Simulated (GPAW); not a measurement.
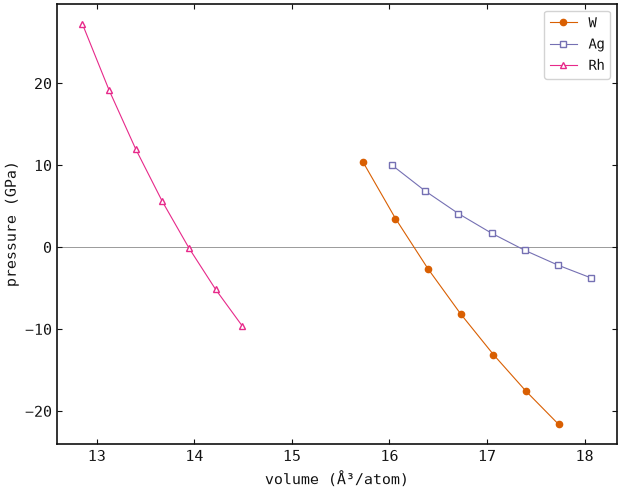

Plotted: pressure against volume, with one curve for each element, for Ag, Rh and W (all in space group Fm-3m (No. 225)).

Method: PAW DFT in plane waves, on a grid or in atomic orbitals, no spin polarisation; energies at scaled volumes of the given cell, shape and fractions fixed, counted from the fit's minimum, third-order Birch-Murnaghan fit (GPAW 26.7.0). Level: r2SCAN.

| setting | value |
| --- | --- |
| occupations | Fermi–Dirac |
| smearing width | 0.05 eV |
| potentials | GPAW PAW data sets (gpaw data 1.2.1) |
| wave cutoff | 600 eV |

Settings that differ: W: k mesh 11×11×11; Ag: k mesh 11×11×11; Rh: k mesh 12×12×12.

Order the curves by fitted equilibrium volume, smallest first.

Answer. Rh 13.941, W 16.250, Ag 17.319 Å³/atom.

Order the curves by fitted bulk modulus, smallest first.

Answer. Ag 101.2, Rh 274.1, W 297.0 GPa.

For W: how does the pressure vary with volume?

Answer. It falls from 10.41 GPa at volume 15.73 Å³/atom to −21.65 GPa at 17.73 Å³/atom, and changes sign near 16.25 Å³/atom.

For Ag: how does the pressure vary with volume?

Answer. It falls from 10.00 GPa at volume 16.03 Å³/atom to −3.79 GPa at 18.07 Å³/atom, and changes sign near 17.32 Å³/atom.

For Rh: what does the pressure do across the range?

Answer. It falls from 27.25 GPa at volume 12.85 Å³/atom to −9.65 GPa at 14.49 Å³/atom, and changes sign near 13.94 Å³/atom.
